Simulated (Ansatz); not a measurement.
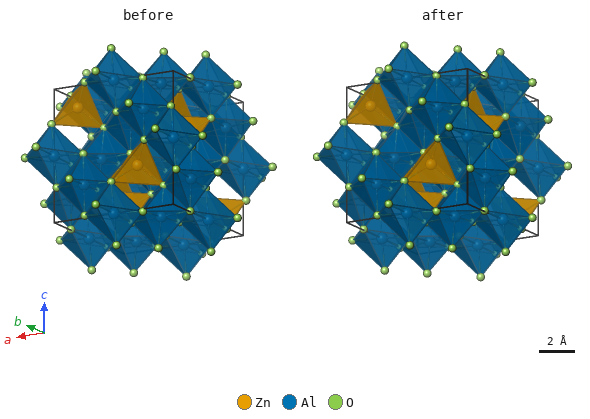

The structure of solid Al$_{2}$ZnO$_{4}$ (set up in Fd-3m) before (left) and after (right) a relaxation, at one scale.

A polyhedral model of the conventional cell (4 times the calculation's cell), seen from a free direction. Lengths and directions refer to the drawn axes.

The start is a measured structure.

Computed with DFT, PAW plane waves, PBE in Ansatz.

The input:
```yaml
crystal:
  lattice:
    - [0.0, 4.03076986, 4.03076986]
    - [4.03076986, 0.0, 4.03076986]
    - [4.03076986, 4.03076986, 0.0]
  atoms:
    - { symbol: Zn, position: [0.125, 0.125, 0.125] }
    - { symbol: Zn, position: [0.875, 0.875, 0.875] }
    - { symbol: Al, position: [0.5, 0.5, 0.5] }
    - { symbol: Al, position: [0.0, 0.5, 0.5] }
    - { symbol: Al, position: [0.5, 0.5, 0.0] }
    - { symbol: Al, position: [0.5, 0.0, 0.5] }
    - { symbol: O, position: [0.2641, 0.2641, 0.2641] }
    - { symbol: O, position: [0.2923, 0.7359, 0.7359] }
    - { symbol: O, position: [0.2641, 0.2641, 0.7077] }
    - { symbol: O, position: [0.7359, 0.2923, 0.7359] }
    - { symbol: O, position: [0.7077, 0.2641, 0.2641] }
    - { symbol: O, position: [0.7359, 0.7359, 0.7359] }
    - { symbol: O, position: [0.2641, 0.7077, 0.2641] }
    - { symbol: O, position: [0.7359, 0.7359, 0.2923] }
  symmetry: { tolerance: 0.0003 }
kpoints:
  mp_grid: { grid: [6, 6, 6], shift: [0, 0, 0] }
magnetization:
  spin_polarized: false
scf:
  occupations: { method: fermi_dirac, width: 0.05 }
  lower_state_search: "off"
hamiltonian:
  pseudopotentials: { kind: paw }
  xc: pbe
basis:
  ecutwfc: 420
  fft_grid_basis: typed
relax:
  max_steps: 80
  cell: { p_target: 0.0 }
  f_tol: 0.03
output:
  forces: true
  stress: true
  eigenvalues: true
  bader: true
  populations: true
  elf: true
  write_potential: true
  volumetric_format: npy
  dos:
    e_range: [-12, 8]
    de: 0.05
    projected: { site_lists: { Al: [Al], O: [O], Zn: [Zn] } }
checkpoint:
  read: saved_state
```

Launched with:
```bash
ansatz run input.yaml --threads 2 --pin off --max-ram 2560MiB --backend cpu --events-out ev --progress --plain --runs-dir out
```

### Describe what moved and what it gained.

No atom moves by more than 0.005 Å relative to the cell. The drawn cell changes as follows: a = b = c 8.062 → 8.172 Å (+1.4 %); the volume changes by +4.2 %. Near-neighbour distances that change, for instance: Zn1–O11 1.942 → 1.972 Å, Al3–O10 1.908 → 1.933 Å. The space group stays Fd-3m (No. 227). The energy falls by 9.9 meV per atom in 4 accepted moves (6 points after the start). The largest force component goes from 0.051 to under 0.0001 eV/Å. Pressure: 8.48 GPa at the start and 0.03 GPa at the end. At 2 points the geometry stayed and the basis and grid were re-selected for the new cell (energy shift of 2.4 meV per atom at most each time).
